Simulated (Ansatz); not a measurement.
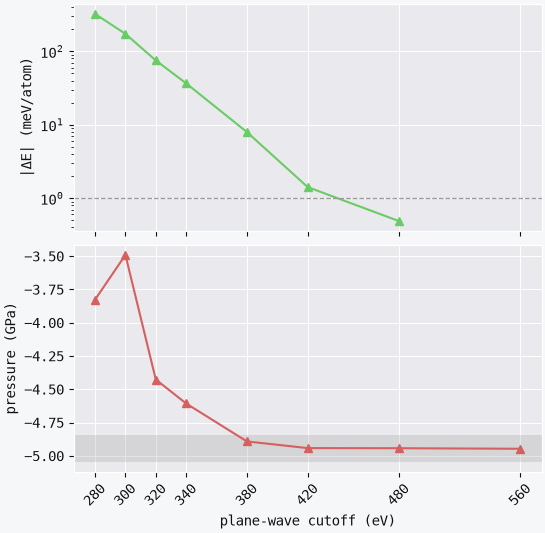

Convergence test: the plane-wave cutoff (density cutoff scaled with it) is varied and all else is held.
The run: MgO (R3m, 2 atoms in the cell), by HSE06, plane waves, PAW datasets in Ansatz 0.2.0 development build; 4×4×4 k-mesh, Fermi–Dirac smearing of 0.05 eV.
ΔE is the free energy less its value at the largest setting, 560 eV.
Dashed lines or grey bands mark the tolerance: 1 meV/atom and 0.1 GPa.
The pressure holds the program's Pulay correction for the finite basis; without it, low cutoffs would be much further off.
The atoms sit off their equilibrium sites.

### From which setting is the free energy converged to 1 meV/atom?

The free energy is within 1 meV/atom of the largest setting's value from 480 eV on. It is off by 320 meV/atom at 280 eV, 37 meV/atom at 340 eV and 1.4 meV/atom at 420 eV (always above it). The smaller bases give higher energies, which fall towards the limit as the basis grows.

### How does the pressure behave (tolerance 0.1 GPa)?

The pressure is within 0.1 GPa of the largest setting's value from 380 eV on. It is −3.83 GPa at 280 eV, −3.49 GPa at 300 eV, −4.43 GPa at 320 eV, −4.61 GPa at 340 eV and −4.95 GPa at 560 eV.
